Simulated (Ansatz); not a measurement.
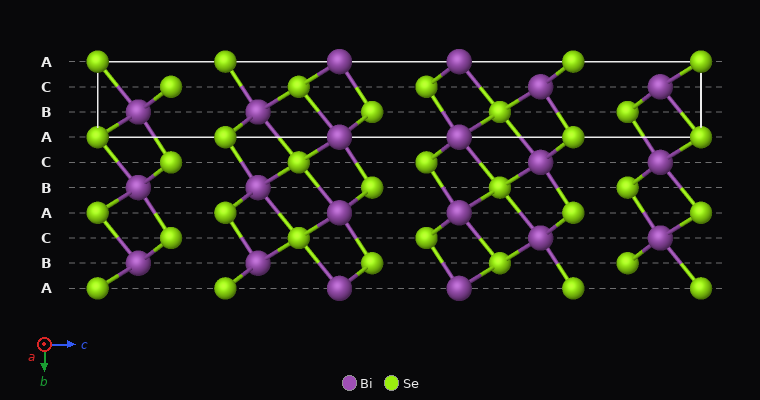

Projection along an edge of the hexagonal mesh, stacking direction c to the right. The dashed lines mark the three columns A (0, 0), B (1/3, 2/3) and C (2/3, 1/3). The sequence starts with the first layer at or above the cell's origin.

Bi₂Se₃ (space group R-3m, No. 166). Coordinates: a calculation's input that goes back to an entry of the Crystallography Open Database (an earlier step may have relaxed or displaced it).

> Read off the stacking sequence over one period.

Se(A) – Bi(B) – Se(C) – Se(A) – Bi(B) – Se(C) – Bi(A) – Se(B) – Se(C) – Bi(A) – Se(B) – Bi(C) – Se(A) – Se(B) – Bi(C) (15 layers in 28.64 Å).

> How are the Se layers alone stacked?

Se layers alone: ACACBCBAB, a mixed type, (chh) in Jagodzinski's notation.

> Which positions between or in the Se layers do the other atoms fill?

Bi: six octahedral sites, counted in one hexagonal cell. Three of the nine gaps between Se layers are empty, 2.58 Å wide.
